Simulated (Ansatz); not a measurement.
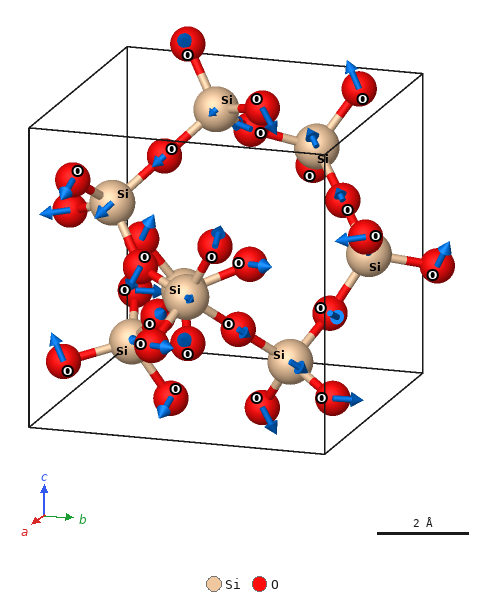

This is a relaxation of crystalline SiO2 (set up in P2_13). The starting structure is drawn; blue arrows show the displacements, magnified 10 times.

The picture is a ball-and-stick view of the cell of the calculation, seen slightly off an axis.

Case: volume × 0.94, shape and atoms relaxed.

Computed with Ansatz, DFT LDA, scalar-relativistic, plane waves, PAW.

Input file:
```yaml
crystal:
  lattice:
    - [6.9063642167, 0.0, 0.0]
    - [0.0, 6.9063642167, 0.0]
    - [0.0, 0.0, 6.9063642167]
  atoms:
    - { symbol: Si, position: [0.2883366859, 0.2883366859, 0.2883366859] }
    - { symbol: Si, position: [0.2116633141, 0.7116633141, 0.7883366859] }
    - { symbol: Si, position: [0.7883366859, 0.2116633141, 0.7116633141] }
    - { symbol: Si, position: [0.7116633141, 0.7883366859, 0.2116633141] }
    - { symbol: Si, position: [1.024150659, 1.024150659, 1.024150659] }
    - { symbol: Si, position: [0.475849341, -0.024150659, 0.524150659] }
    - { symbol: Si, position: [0.524150659, 0.475849341, -0.024150659] }
    - { symbol: Si, position: [-0.024150659, 0.524150659, 0.475849341] }
    - { symbol: O, position: [0.156014603, 0.156014603, 0.156014603] }
    - { symbol: O, position: [0.343985397, 0.843985397, 0.656014603] }
    - { symbol: O, position: [0.656014603, 0.343985397, 0.843985397] }
    - { symbol: O, position: [0.843985397, 0.656014603, 0.343985397] }
    - { symbol: O, position: [0.638429402, 0.6691514714, 0.0285888738] }
    - { symbol: O, position: [0.861570598, 0.3308485286, 0.5285888738] }
    - { symbol: O, position: [0.138429402, 0.8308485286, 0.9714111262] }
    - { symbol: O, position: [0.361570598, 0.1691514714, 0.4714111262] }
    - { symbol: O, position: [0.0285888738, 0.638429402, 0.6691514714] }
    - { symbol: O, position: [0.5285888738, 0.861570598, 0.3308485286] }
    - { symbol: O, position: [0.9714111262, 0.138429402, 0.8308485286] }
    - { symbol: O, position: [0.4714111262, 0.361570598, 0.1691514714] }
    - { symbol: O, position: [0.6691514714, 0.0285888738, 0.638429402] }
    - { symbol: O, position: [0.3308485286, 0.5285888738, 0.861570598] }
    - { symbol: O, position: [0.8308485286, 0.9714111262, 0.138429402] }
    - { symbol: O, position: [0.1691514714, 0.4714111262, 0.361570598] }
basis:
  ecutwfc: 420
kpoints:
  mp_grid: { grid: [4, 4, 4] }
hamiltonian:
  xc: lda
scf:
  occupations: { method: gaussian, width: 0.02 }
output:
  forces: true
  stress: true
  eigenvalues: true
  write_density: true
  write_potential: true
  elf: true
  volumetric_format: npy
relax:
  adjacent_minimum: "off"
  f_tol: 0.01
  max_steps: 30
```

Command:
```bash
ansatz run input.yaml --threads 4 --pin off --max-ram 10240MiB --backend cpu --events-out ev --progress --plain --runs-dir out
```

### What happened in the run?

After 3 accepted moves (4 points after the start) the energy has fallen by 7.3 meV per atom. The largest force component goes from 0.35 to 0.009 eV/Å. 1 step only repeated the SCF at the same geometry. The largest moves, 0.070 Å, are those of 12 atoms (O13, O14, O15, O16 and others). O15 goes roughly along [0 −1 2]. By element the largest moves are O 0.070 Å, Si 0.055 Å. The cell stays as it was. Near-neighbour distances that change, for instance: Si1–O16 1.591 → 1.608 Å, Si1–O9 1.583 → 1.599 Å, Si5–O9 1.577 → 1.592 Å. Among the angles between lasting bonds that change: Si3–O14–Si8 140.6° → 137.7°. The space group stays P2_13 (No. 198). The run took 25 s on 4 threads of Oxide Virtual Turin-like Processor (Zen 5), on a shared host, peak memory 0.95 GiB.
